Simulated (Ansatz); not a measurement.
A series of calculations on Sr

Part 1: Relaxation

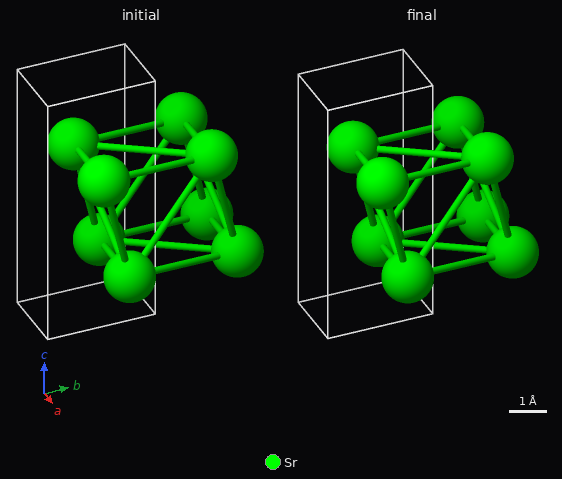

The structure of a crystal of Sr (set up in P6_3/mmc) before (left) and after (right) a relaxation, at one scale.

Style: ball-and-stick. Shown: the cell of the calculation, repeated 2 × 2 × 1 with one cell outlined, slightly off an axis.

Case: relaxed at 5 GPa.

Theory: Ansatz, DFT r2SCAN, scalar-relativistic, plane waves, PAW. Set-up: plane-wave cutoff 500 eV; k-point mesh 12 × 12 × 6; occupations gaussian; smearing width 0.1 eV; target pressure 5 GPa; no spin polarisation; cell and atoms relaxed; force threshold 0.008 eV/Å; at most 50 steps.

**Describe what moved and what it gained.**

No atom moves by more than 0.005 Å relative to the cell. The volume changes by −7.1 %, with a = b 3.999 → 3.894 Å (−2.6 %), c 6.646 → 6.510 Å (−2.0 %). Near-neighbour distances that change, for instance: Sr–Sr 3.999 → 3.894 Å, Sr–Sr 4.046 → 3.956 Å. The space group stays P6_3/mmc (No. 194). After 3 accepted moves (4 points after the start) the energy has risen by 0.171 eV per cell of the calculation. With the target pressure of 5 GPa, the enthalpy E + pV changes by −33.3 meV per cell of the calculation. All forces vanish by symmetry, so only the cell relaxes. Pressure: 3.44 GPa at the start and 5.00 GPa at the end. At 1 point the geometry stayed and the basis and grid were re-selected for the new cell (energy shift of 0.4 meV per cell of the calculation at most each time). The run took about 2.9 core-minutes on a shared host.

Part 2: Relaxation

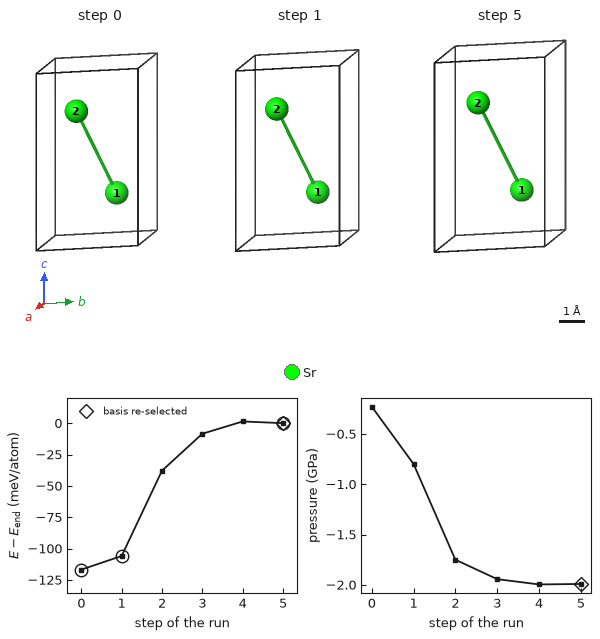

Frames of a relaxation of solid Sr (set up in P6_3/mmc), marked on the history of the run. Style: ball-and-stick. Shown: the cell of the calculation, slightly off an axis.

Case: relaxed at -2 GPa.

All numbers below come from Ansatz, DFT r2SCAN, scalar-relativistic, plane waves, PAW. (plane-wave cutoff 500 eV; k-point mesh 12 × 12 × 6; occupations gaussian; smearing width 0.1 eV; target pressure -2 GPa; no spin polarisation; cell and atoms relaxed; force threshold 0.008 eV/Å; at most 50 steps)

> Describe the path.

After 4 accepted moves (5 points after the start) the energy has risen by 117 meV per atom. With the target pressure of -2 GPa, the enthalpy E + pV changes by −67.5 meV per atom. All forces vanish by symmetry, so only the cell relaxes. Pressure: −0.23 GPa at the start and −1.99 GPa at the end. At 1 point the geometry stayed and the basis and grid were re-selected for the new cell (energy shift of 1.4 meV per atom at most each time). No atom moves by more than 0.005 Å relative to the cell. The volume changes by +25.3 %, with a = b 4.334 → 4.693 Å (+8.3 %), c 7.163 → 7.658 Å (+6.9 %). Some distances before and after: Sr1–Sr1 4.334 → 4.693 Å, Sr1–Sr2 4.369 → 4.691 Å. The space group stays P6_3/mmc (No. 194). The run took roughly 4 core-minutes on a shared host. From step 0 to 1: volume +5.6 %, energy +10.9 meV per atom. From step 1 to 5: volume +18.7 %, energy +106 meV per atom.

```
step  E − E(0), meV/atom  pressure, GPa  volume, Å³/atom                      note
   0                0.00          -0.23           58.257                          
   1               10.86          -0.80           61.495                          
   2               78.89          -1.75           69.686                          
   3              108.35          -1.94           72.227                          
   4              118.15          -2.00           73.021                          
   5              116.79          -1.99           73.021  same geometry, new basis
```

Part 3: Series

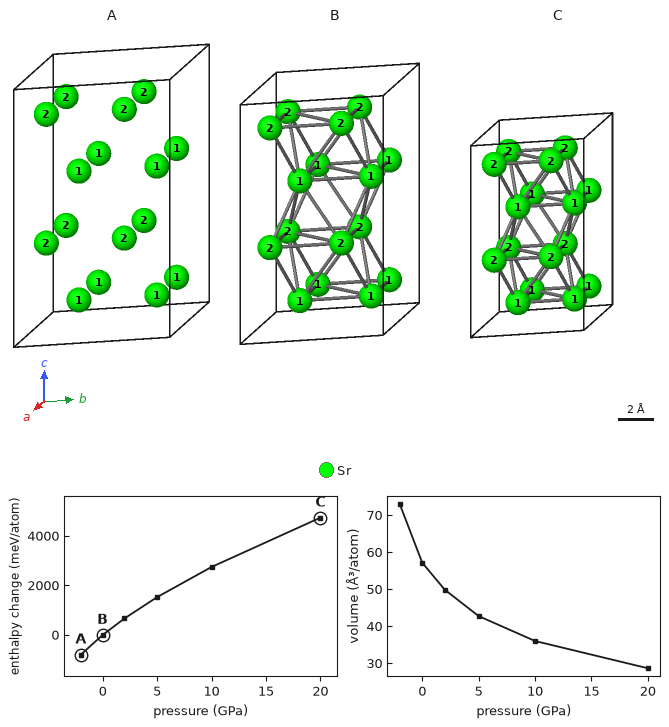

Members of a series of calculations on a crystal of Sr (set up in P6_3/mmc), marked on the first curve. The picture is a ball-and-stick view of the cell of the calculation, repeated to show the pattern, seen slightly off an axis.

Method: DFT r2SCAN, scalar-relativistic, plane waves, PAW in Ansatz 0.2.0. Settings: plane-wave cutoff 500 eV; occupations gaussian; smearing width 0.1 eV; no spin polarisation. The k-mesh is chosen for each cell (12×12×6, 12×12×8, 15×15×8).

> Describe the series.

The structure is relaxed at several pressures. A (pressure −2.0 GPa): enthalpy change −793 meV/atom, volume 73.02 Å³ per atom. B (pressure 0.0 GPa): enthalpy change 0.0 meV/atom, volume 57.15 Å³ per atom. C (pressure 20.0 GPa): enthalpy change 4736 meV/atom, volume 28.66 Å³ per atom. The rest compares A with C. The volume changes by −60.7 %, with a = b 9.385 → 6.816 Å (−27.4 %), c 15.316 → 11.398 Å (−25.6 %). Near-neighbour distances before and after: Sr–Sr 4.692 → 3.408 to 3.463 Å. New contacts form: Sr1–Sr1 (4.69 → 3.41 Å), Sr1–Sr2 (4.69 → 3.46 Å), Sr2–Sr2 (4.69 → 3.41 Å).
